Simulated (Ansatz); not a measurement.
**CuO: single-point calculation (part 2 of 2)**

Continued. System: CuO (C2/c, 4 atoms in the cell). Method: DFT PBE+U, scalar-relativistic, plane waves, PAW, Ueff = 5 eV on Cu atom 1 d; Ueff = 5 eV on Cu atom 2 d, spin-polarised (Ansatz 0.2.0); cutoff 420 eV, 7×7×4 k-mesh, Gaussian smearing of 0.05 eV, collinear spins. The structure derives from an entry of the Crystallography Open Database. It belongs to a series of runs on one base structure; here: from atoms, default search.

Geometry of the input (Å; fractional positions):
```
2.3418  -1.7113  0.0000
2.3418  1.7113  0.0000
-0.8500  0.0000  5.0579
Cu -0.0000  0.5000  0.0000
Cu 0.5000  0.0000  0.5000
O  0.5816  0.4184  0.2500
O  0.4184  0.5816  0.7500
```

**The program's output, continued**
```
SCF iter  53: F=—  HF=-14380.196326 eV  |F-HF|=—  |Δ(HF+E_count)|=   1.22e-3  Δρ=1.43e-3 (↑1.31e-3 ↓1.43e-3)  dr2=1.07e-4  dr2_m=6.42e-4  M=0.494 μB ∫|m|=0.512 μB  β_m=0.01  ethr=5.36e-8  ⟨swp⟩=2.5  Hψ=6760  notcnv=0  defer=229
SCF iter  54: F=—  HF=-14380.195202 eV  |F-HF|=—  |Δ(HF+E_count)|=   1.12e-3  Δρ=9.86e-4 (↑8.71e-4 ↓9.86e-4)  dr2=5.07e-5  dr2_m=2.98e-4  M=0.414 μB ∫|m|=0.429 μB  β_m=0.01  ethr=5.36e-8  ⟨swp⟩=2.4  Hψ=6797  notcnv=0  defer=229
SCF iter  55: F=—  HF=-14380.196647 eV  |F-HF|=—  |Δ(HF+E_count)|=   1.45e-3  Δρ=1.73e-3 (↑1.59e-3 ↓1.73e-3)  dr2=1.57e-4  dr2_m=9.42e-4  M=0.515 μB ∫|m|=0.533 μB  β_m=0.01  ethr=5.36e-8  ⟨swp⟩=2.5  Hψ=6842  notcnv=0  defer=229  recentre
SCF iter  56: F=—  HF=-14380.196511 eV  |F-HF|=—  |Δ(HF+E_count)|=   1.37e-4  Δρ=1.60e-3 (↑1.47e-3 ↓1.60e-3)  dr2=1.36e-4  dr2_m=8.02e-4  M=0.507 μB ∫|m|=0.525 μB  β_m=0.00  ethr=5.36e-8  ⟨swp⟩=1.0  Hψ=3844  notcnv=0  defer=229
SCF iter  57: F=—  HF=-14380.195534 eV  |F-HF|=—  |Δ(HF+E_count)|=   9.77e-4  Δρ=9.91e-4 (↑8.82e-4 ↓9.91e-4)  dr2=5.16e-5  dr2_m=3.04e-4  M=0.437 μB ∫|m|=0.453 μB  β_m=0.00  ethr=5.36e-8  ⟨swp⟩=2.1  Hψ=6650  notcnv=0  defer=229
SCF iter  58: F=—  HF=-14380.197483 eV  |F-HF|=—  |Δ(HF+E_count)|=   1.95e-3  Δρ=2.56e-3 (↑2.35e-3 ↓2.56e-3)  dr2=3.49e-4  dr2_m=2.05e-3  M=0.561 μB ∫|m|=0.580 μB  β_m=0.00  ethr=5.36e-8  ⟨swp⟩=2.3  Hψ=7046  notcnv=0  defer=229  recentre
SCF iter  59: F=—  HF=-14380.196509 eV  |F-HF|=—  |Δ(HF+E_count)|=   9.74e-4  Δρ=1.62e-3 (↑1.43e-3 ↓1.62e-3)  dr2=1.25e-4  dr2_m=7.98e-4  M=0.506 μB ∫|m|=0.524 μB  β_m=0.00  ethr=5.36e-8  ⟨swp⟩=2.0  Hψ=6335  notcnv=0  defer=229
SCF iter  60: F=—  HF=-14380.195178 eV  |F-HF|=—  |Δ(HF+E_count)|=   1.33e-3  Δρ=9.63e-4 (↑8.44e-4 ↓9.63e-4)  dr2=4.06e-5  dr2_m=2.85e-4  M=0.412 μB ∫|m|=0.428 μB  β_m=0.02  ethr=5.36e-8  ⟨swp⟩=2.5  Hψ=6908  notcnv=0  defer=229
SCF iter  61: F=—  HF=-14380.195963 eV  |F-HF|=—  |Δ(HF+E_count)|=   7.85e-4  Δρ=1.09e-3 (↑1.00e-3 ↓1.09e-3)  dr2=5.34e-5  dr2_m=3.81e-4  M=0.469 μB ∫|m|=0.486 μB  β_m=0.02  ethr=5.36e-8  ⟨swp⟩=2.0  Hψ=6991  notcnv=0  defer=229
SCF iter  62: F=—  HF=-14380.194835 eV  |F-HF|=—  |Δ(HF+E_count)|=   1.13e-3  Δρ=1.04e-3 (↑9.22e-4 ↓1.04e-3)  dr2=5.41e-5  dr2_m=3.31e-4  M=0.390 μB ∫|m|=0.405 μB  β_m=0.03  ethr=5.36e-8  ⟨swp⟩=2.5  Hψ=6893  notcnv=0  defer=229
SCF iter  63: F=—  HF=-14380.194036 eV  |F-HF|=—  |Δ(HF+E_count)|=   7.99e-4  Δρ=1.31e-3 (↑1.15e-3 ↓1.31e-3)  dr2=9.45e-5  dr2_m=5.20e-4  M=0.350 μB ∫|m|=0.362 μB  β_m=0.06  ethr=5.36e-8  ⟨swp⟩=2.0  Hψ=6721  notcnv=0  defer=229
SCF iter  64: F=—  HF=-14380.191352 eV  |F-HF|=—  |Δ(HF+E_count)|=   2.68e-3  Δρ=2.84e-3 (↑2.36e-3 ↓2.84e-3)  dr2=4.54e-4  dr2_m=2.38e-3  M=0.291 μB ∫|m|=0.298 μB  β_m=0.05  ethr=5.36e-8  ⟨swp⟩=2.6  Hψ=7467  notcnv=0  defer=229  recentre
SCF iter  65: F=—  HF=-14380.191421 eV  |F-HF|=—  |Δ(HF+E_count)|=   6.91e-5  Δρ=2.82e-3 (↑2.34e-3 ↓2.82e-3)  dr2=4.49e-4  dr2_m=2.35e-3  M=0.293 μB ∫|m|=0.300 μB  β_m=0.04  ethr=5.36e-8  ⟨swp⟩=1.0  Hψ=3945  notcnv=0  defer=229
SCF iter  66: F=—  HF=-14380.192051 eV  |F-HF|=—  |Δ(HF+E_count)|=   6.30e-4  Δρ=2.51e-3 (↑2.12e-3 ↓2.51e-3)  dr2=3.42e-4  dr2_m=1.89e-3  M=0.303 μB ∫|m|=0.311 μB  β_m=0.52  ethr=5.36e-8  ⟨swp⟩=2.0  Hψ=5515  notcnv=0  defer=229
SCF iter  67: F=—  HF=-14380.192818 eV  |F-HF|=—  |Δ(HF+E_count)|=   7.67e-4  Δρ=2.02e-3 (↑1.71e-3 ↓2.02e-3)  dr2=2.01e-4  dr2_m=1.23e-3  M=0.315 μB ∫|m|=0.324 μB  β_m=0.05  ethr=5.36e-8  ⟨swp⟩=2.0  Hψ=6064  notcnv=0  defer=229
SCF iter  68: F=—  HF=-14380.193404 eV  |F-HF|=—  |Δ(HF+E_count)|=   5.86e-4  Δρ=1.71e-3 (↑1.36e-3 ↓1.71e-3)  dr2=1.50e-4  dr2_m=8.29e-4  M=0.328 μB ∫|m|=0.338 μB  β_m=0.04  ethr=5.36e-8  ⟨swp⟩=2.0  Hψ=5994  notcnv=0  defer=229
SCF iter  69: F=—  HF=-14380.194441 eV  |F-HF|=—  |Δ(HF+E_count)|=   1.04e-3  Δρ=1.22e-3 (↑1.04e-3 ↓1.22e-3)  dr2=1.05e-4  dr2_m=4.47e-4  M=0.368 μB ∫|m|=0.381 μB  β_m=0.07  ethr=5.36e-8  ⟨swp⟩=2.0  Hψ=6702  notcnv=0  defer=229
SCF iter  70: F=—  HF=-14380.196137 eV  |F-HF|=—  |Δ(HF+E_count)|=   1.70e-3  Δρ=1.38e-3 (↑1.12e-3 ↓1.38e-3)  dr2=8.44e-5  dr2_m=5.58e-4  M=0.482 μB ∫|m|=0.499 μB  β_m=0.13  ethr=5.36e-8  ⟨swp⟩=3.2  Hψ=8107  notcnv=0  defer=229
SCF iter  71: F=—  HF=-14380.209557 eV  |F-HF|=—  |Δ(HF+E_count)|=   1.34e-2  Δρ=9.03e-3 (↑7.63e-3 ↓9.03e-3)  dr2=4.67e-3  dr2_m=2.42e-2  M=0.853 μB ∫|m|=0.871 μB  ethr=5.36e-8  ⟨swp⟩=5.2  Hψ=20391  notcnv=0
Mixer restart at iter 71: flushing history
iteration 71: the SCF's residuals had fallen too slowly under its mixing. It goes on by minimising its free energy, and can end on another state than longer mixing would; under `scf.algorithm: density_mixing` no SCF does so, but by `scf.convergence.dm_fallback`
SCF iter  72: F=—  HF=-14380.365114 eV  |F-HF|=—  |Δ(HF+E_count)|=   1.56e-1  Δρ=9.05e-3 (↑9.05e-3 ↓4.76e-3)  dr2=3.17e-2  dr2_m=4.89e-3  M=1.788 μB ∫|m|=1.837 μB  ethr=5.36e-8  ⟨swp⟩=4.2  Hψ=29504  notcnv=0
SCF iter  73: F=—  HF=-14380.366461 eV  |F-HF|=—  |Δ(HF+E_count)|=   1.35e-3  Δρ=1.14e-2 (↑5.38e-3 ↓1.14e-2)  dr2=1.39e-2  dr2_m=2.39e-2  M=1.937 μB ∫|m|=1.991 μB  ethr=5.36e-8  ⟨swp⟩=4.2  Hψ=20245  notcnv=0
SCF iter  74: F=—  HF=-14380.377864 eV  |F-HF|=—  |Δ(HF+E_count)|=   1.14e-2  Δρ=5.63e-4 (↑5.63e-4 ↓5.34e-4)  dr2=2.39e-5  dr2_m=1.01e-4  M=1.966 μB ∫|m|=2.035 μB  ethr=5.36e-8  ⟨swp⟩=4.2  Hψ=17974  notcnv=0
SCF iter  75: F=—  HF=-14380.377925 eV  |F-HF|=—  |Δ(HF+E_count)|=   6.18e-5  Δρ=1.97e-5 (↑1.97e-5 ↓1.22e-5)  dr2=7.92e-8  dr2_m=5.13e-8  M=1.970 μB ∫|m|=2.040 μB  ethr=2.00e-10  ⟨swp⟩=8.1  Hψ=28428  notcnv=0
SCF iter  76: F=-14380.377925 eV  HF=-14380.377925 eV  |F-HF|=1.84e-9  |Δ(HF+E_count)|=   2.89e-8  Δρ=2.19e-6 (↑1.10e-6 ↓2.19e-6)  dr2=9.82e-10  dr2_m=5.77e-10  M=1.970 μB ∫|m|=2.040 μB  ethr=1.58e-10  ⟨swp⟩=5.0  Hψ=22197  notcnv=0
SCF iter  77: F=-14380.377925 eV  HF=-14380.377925 eV  |F-HF|=1.84e-9  |Δ(HF+E_count)|=  1.82e-12  Δρ=2.19e-6 (↑1.10e-6 ↓2.19e-6)  dr2=9.82e-10  dr2_m=5.77e-10  M=1.970 μB ∫|m|=2.040 μB  ethr=1.96e-12  ⟨swp⟩=4.1  Hψ=22034  notcnv=0
SCF 1 converged in 77 iterations: F = -14380.377925 eV  dr2 = 9.82e-10
  greatest PAW one-centre occupation: 1.000 electrons in one spin orbital (limit 2), on the Cu atom at site 1 (counted from 0), in its partial waves of l = 0
```

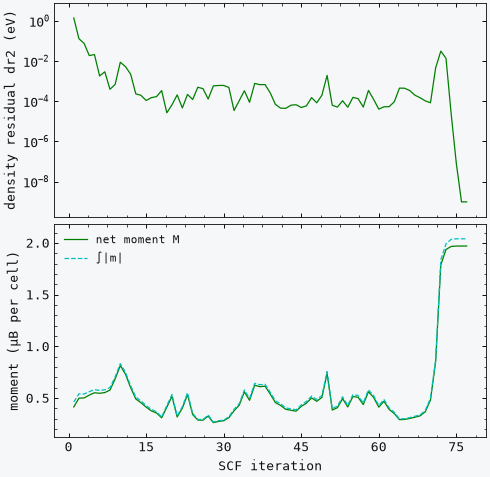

*Convergence of the self-consistent field: density residual dr2 and magnetic moment against the SCF iteration.*

The residual falls unevenly and jumps up by a factor of two or more 18 times on the way down. The net moment goes from 0.4 to 2.0 μB per cell.

```
SCF converged after 77 iterations
Magnetization: 1.9704 μB (25.9852 up, 24.0148 down)
Absolute magnetization: 2.0165 μB (∫|ρ↑−ρ↓|, with the PAW one-centre terms)
Spin contamination: 0.0040 ħ² per cell (⟨S²⟩ above its minimum at these occupations)
Per-site moments (μB) at R_I (Å): [(0.6311391058403494, 0.8046939874849356), (0.6311391058403496, 0.8046939874849356), (0.3227693926786482, 0.8046939874849356), (0.3227693926786483, 0.8046939874849356)]
Free energy (F): -14380.377925 eV
Harris-Foulkes:  -14380.377925 eV  (|F-HF|=1.84e-9)
Internal energy: -14380.377366 eV  (E = F + TS)
E sigma→0 (E₀):  -14380.377646 eV
Entropy (-TS):   -0.000560 eV (-0.140 meV/atom)
Fermi energy:    11.904254 eV
--- Per-component energies (eV) ---
  E_band       = -903.164862
  E_kinetic    = 943.302844
  E_local      = -9653.659471  (includes V_loc(G=0)·N_el)
  E_nonlocal   = 876.138880
  E_hartree    = 4177.879324
  E_xc         = -323.962283
  E_vxc        = -415.888706  (∫ρ·V_xc dr)
  E_hubbard    = 1.541047  (on-site DFT+U / exact-exchange correction)
  E_vhub       = -43.713457  (the Hubbard potential's part of the band-sum identity)
  E_paw        = -3637.294525  (= ΣΔE_a)
  E_vpaw       = -965.111861  (= ΣTr[D̂ρ^β])
  E_aug_tail   = 0.005663  (compensation charges beyond the density's cutoff)
  E_ewald      = -6764.328845
  E_smearing   = -0.000560  (= −TS)
  E_closure    = 0.000000  (closes the sum)
  Σ components = -14380.377925   (vs F -14380.377925, Δ=0.00e0)
--- Forces (eV/Å), atoms counted from 1 ---
  atom   1  Cu     0.00000000    -0.00000000     0.00000000
  atom   2  Cu     0.00000000     0.00000000     0.00000000
  atom   3  O      0.00000000     0.03224652     0.00000000
  atom   4  O      0.00000000    -0.03224652     0.00000000
  max |Σ_I F_I| component: 5.05e-29 eV/Å
--- Stress (GPa, compression-positive) ---
        8.062204       0.000000      -0.142217
        0.000000       8.673271       0.000000
       -0.142233       0.000000       9.478166
  P = ⅓ Tr σ = 8.7379 GPa (87.379 kbar)
--- Band table (eV; the first three rows and the last of 120) ---
  k-point 0 ↑: bands = ["-101.0427", "-101.0419", "-58.7776", "-58.7736", "-58.7128", "-58.7085", "-57.6945", "-57.6940", "-7.7672", "-6.3784", "3.2818", "4.3847", "4.7552", "6.1332", "6.3384", "6.4853", "6.7555", "6.9050", "7.0869", "7.2214", "8.3874", "9.1261", "9.1424", "9.5403", "11.2823", "11.8739", "13.5837", "18.2328", "20.2553", "25.5329", "27.8391", "28.5620"]
  k-point 1 ↑: bands = ["-101.0424", "-101.0418", "-58.7770", "-58.7742", "-58.7122", "-58.7092", "-57.6944", "-57.6941", "-7.5946", "-6.6209", "3.7959", "4.4824", "4.7588", "5.9072", "6.2533", "6.3605", "6.8138", "6.8391", "7.0208", "7.1535", "8.2809", "8.8254", "9.4053", "9.4964", "11.1864", "11.6378", "14.4490", "17.3513", "21.5250", "25.5598", "26.8666", "27.2166"]
  k-point 2 ↑: bands = ["-101.0419", "-101.0419", "-58.7755", "-58.7755", "-58.7108", "-58.7108", "-57.6943", "-57.6943", "-7.1414", "-7.1414", "4.6752", "4.6752", "4.9828", "4.9828", "6.1763", "6.1763", "6.8690", "6.8690", "7.0225", "7.0225", "8.2199", "8.2199", "9.7895", "9.7895", "11.1888", "11.1888", "15.9505", "15.9505", "23.8536", "23.8536", "26.4487", "26.4487"]
  k-point 59 ↓: bands = ["-100.1904", "-100.1904", "-57.6848", "-57.6848", "-57.6672", "-57.6672", "-57.3807", "-57.3807", "-5.6968", "-5.6968", "5.3348", "5.3348", "5.7809", "5.7809", "6.9379", "6.9379", "7.2958", "7.2958", "7.9785", "7.9785", "9.0566", "9.0566", "9.7681", "9.7681", "12.7509", "12.7509", "17.7268", "17.7268", "21.4375", "21.4375", "25.0120", "25.0120"]
Occupation matrices written to [file]
--- Löwdin populations: 4 sites ---
  site symbol       q [e]    m [muB]
     0     Cu     17.9302     0.5642
     1     Cu     17.9302     0.5642
     2      O      6.9539     0.4148
     3      O      6.9539     0.4148
  spilling = 0.004637 (of n_electrons = 50.000000)
--- Occupation matrices: 2 shells (run DFT+U table (all-electron-ortho-atomic); ε = 6.85e-3) ---
  Cu0 d_3D: site group Ci (-1)
  Cu0 d_3D up     Tr n = 4.9698  λ = 0.983 0.992 0.998 0.998 0.999  [xy 0.73 Ag(1.00) | 4× xz 0.24 Ag(1.00)]
  Cu0 d_3D dn     Tr n = 4.3893  λ = 0.424 0.978 0.995 0.996 0.996  [xz 0.61 Ag(1.00) | xy 0.71 Ag(1.00) | 3× z2 0.30 Ag(1.00)]
  Cu1 d_3D: site group Ci (-1)
  Cu1 d_3D up     Tr n = 4.9698  λ = 0.983 0.992 0.998 0.998 0.999  [xy 0.73 Ag(1.00) | 4× xz 0.24 Ag(1.00)]
  Cu1 d_3D dn     Tr n = 4.3893  λ = 0.424 0.978 0.995 0.996 0.996  [xz 0.61 Ag(1.00) | xy 0.71 Ag(1.00) | 3× z2 0.30 Ag(1.00)]
  Tr n, λ and their labels are of the run-group-symmetrised matrices; stabiliser: 4 of 8 elements of G0×{1,Θ} (closed), max defect 1.3e-15 at τ = 1.5e-3
```

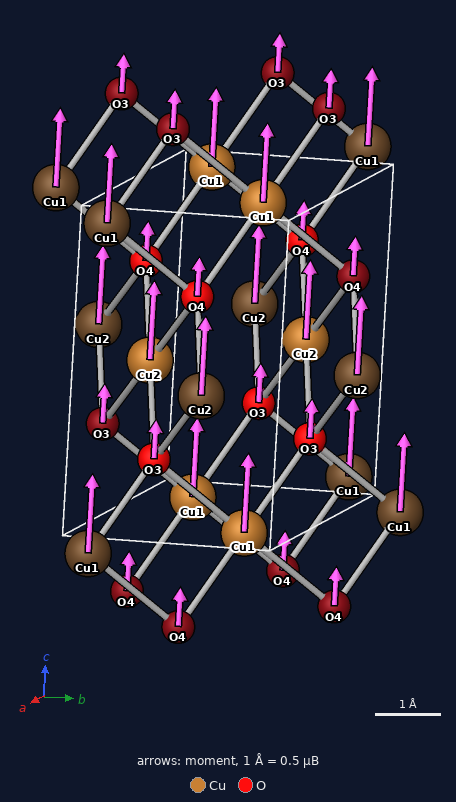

*Magnetic moments of the sites as pink arrows (ball-and-stick view of the cell 2 times as large as that of the calculation, set on its symmetry axes, seen slightly off an axis; neighbours outside the cell are drawn fainter; atoms are numbered from 1 in the order of the input); small moments hardly show. The run is collinear, so the axis drawn is arbitrary.*

Site moments: Cu1, Cu2 (0.63 μB); O3, O4 (0.32 μB). They are counted near the atoms and needn't add up to the moment of the cell.

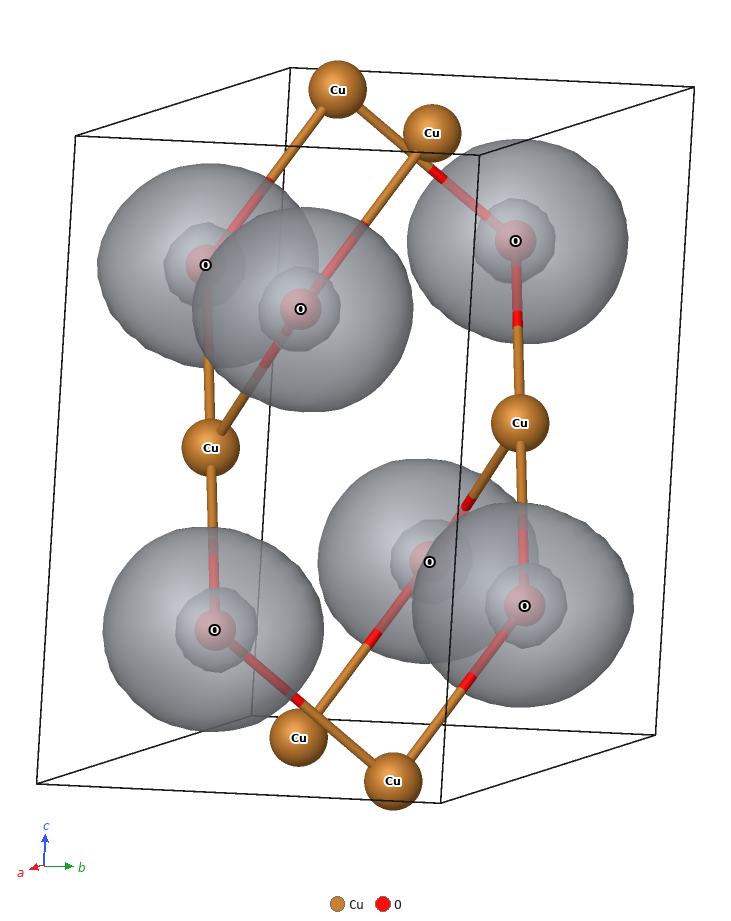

*Isosurface of the electron localisation function at 0.65 (grey), seen slightly off an axis. Core shells and regions of very low density are left out. Sticks mark near contacts. The outline is the cell set on symmetry axes.*

Profiles from the grid: Cu–O (1.95 Å): the ELF is about 0.20 at the midpoint; a polar contact without a shared pair, in a metal. The fields are those of the smooth PAW valence density.

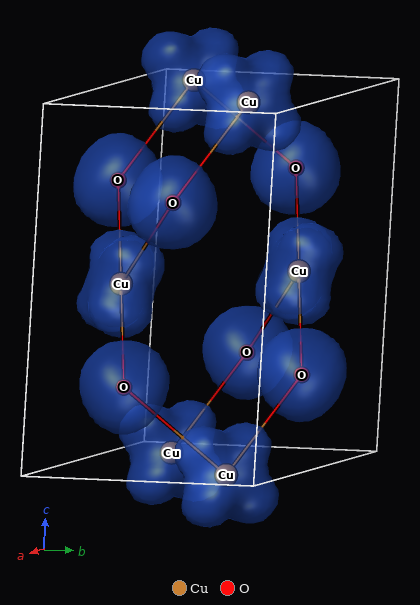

*Isosurfaces of the magnetisation density (up minus down) at +0.1 (blue) and −0.1 e/Å³ (red), seen slightly off an axis. Sticks mark near contacts. The outline is the cell set on symmetry axes.*

The cell of the calculation (4 atoms) carries 2.0 μB net. Only one sign reaches the isovalue.

**Key numbers**

```tsv
quantity	value
outcome	converged
space group (tolerance 0.01 Å)	C2/c (15)
electrons treated	50
free energy	−14380.3779 eV
Fermi energy	11.904 eV
gap on the k-point mesh	none (metallic)
net moment of the cell	1.97 μB
integrated absolute moment	2.02 μB
pressure	8.74 GPa
largest force (length of the vector)	0.032 eV/Å
wall time	59 s (CPU time 1.8 min)
peak memory	0.75 GiB
```

**Notes**

Warnings of the run: the state was not tested for a lower one. The cell is under a pressure of 8.7 GPa at this level, so it is not at its equilibrium volume.
